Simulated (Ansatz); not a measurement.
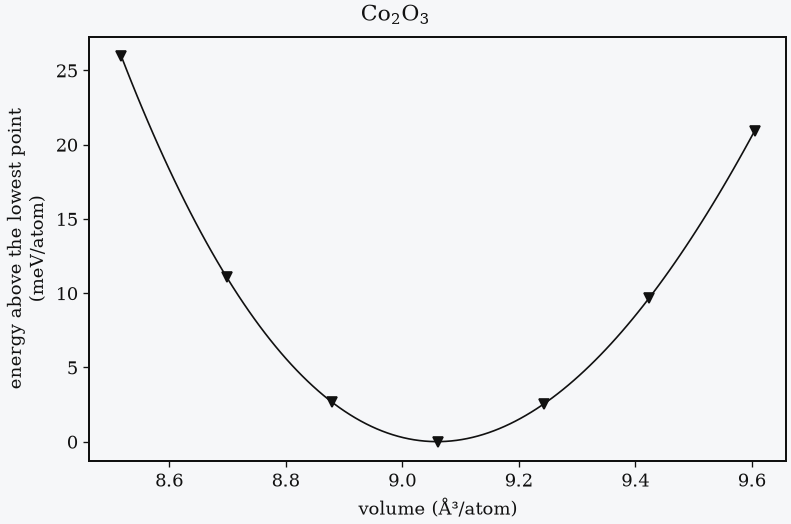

The picture above shows the energy above the lowest point against volume for Co₂O₃, space group Pn-3m (No. 224) (one of a set of cubic test structures, which need not be the stable phase).

Method: equation of state of a cubic crystal from periodic Kohn-Sham density functional theory without spin, third-order Birch-Murnaghan fit to the free energies; pressure corrected for the finite basis (Ansatz 0.2.0 development build). Level: PBE.

- structure type: cubic X2O3
- atoms in cell: 10
- space group number: 224
- lattice centring: simple cubic
- k mesh: 12×12×12
- occupation method: Fermi–Dirac
- occupation width: 0.06123 eV
- wave cutoff: 930 eV
- datasets: hand-made PAW
- density tolerance: 1e−09 eV
- bands: 62
- density cutoff ratio: 5
- search for lower states: default

From this curve and the settings, what does the calculation give for the pressure at the same points?

The pressure falls from 16.3 GPa at volume 8.5177 Å³/atom to −11.6 GPa at 9.6051 Å³/atom, and changes sign near 9.06 Å³/atom.

```
volume (Å³/atom)  pressure (GPa)
          8.5177            16.3
          8.6990            10.2
          8.8802             4.8
          9.0614             0.0
          9.2426            -4.4
          9.4239            -8.2
          9.6051           -11.6
```

Keep in mind: cubic model structure, not the ambient form; modest k-mesh, values are not fully converged in k; no spin polarisation, a magnetic state may lie lower.
